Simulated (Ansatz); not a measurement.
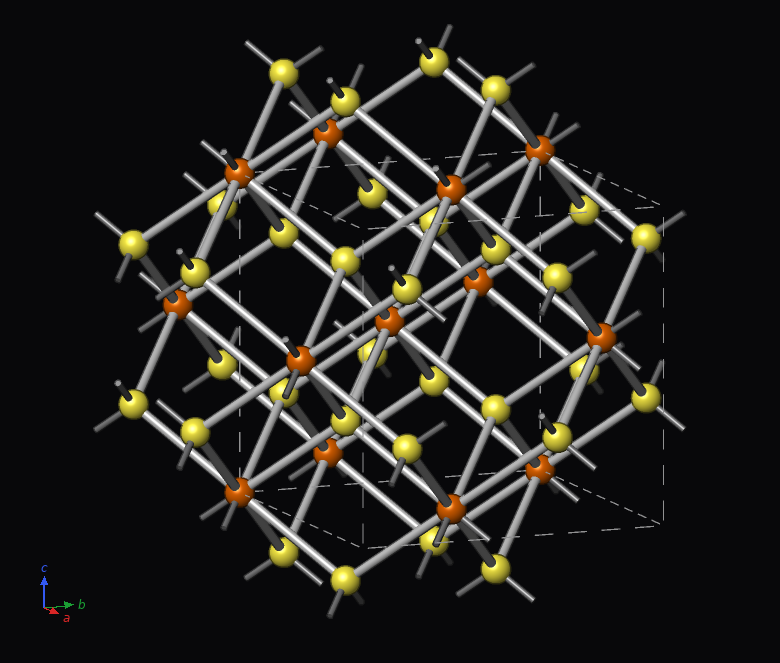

The picture shows a finite piece of the underlying net of a crystal structure, nodes on the atoms' positions. Nodes are coloured by topological kind. Short stubs are edges that leave the cut-out.

Question: Describe the net.

Answer: A binodal (4,8)-connected, three-periodic net. It is the flu net, known from fluorite.

Question: Give point symbol and coordination sequence of each kind of node.

Answer: 4-connected node: 4^6, sequence 4, 22, 24, 82, 64, 182; 8-connected node: 4^12.6^12.8^4, sequence 8, 12, 48, 42, 128, 92.

Origin of the net. CaF₂ (space group Fm-3m, No. 225). Coordinates: a calculation's input that goes back to an entry of the Crystallography Open Database (an earlier step may have relaxed or displaced it). Bonds are taken as Ca–F below 2.7 Å. The graph is simplified in the usual way: terminal and isolated atoms are pruned, two-connected atoms become edges. F is a 4-connected node; Ca is an 8-connected node, in the ratio 2:1.
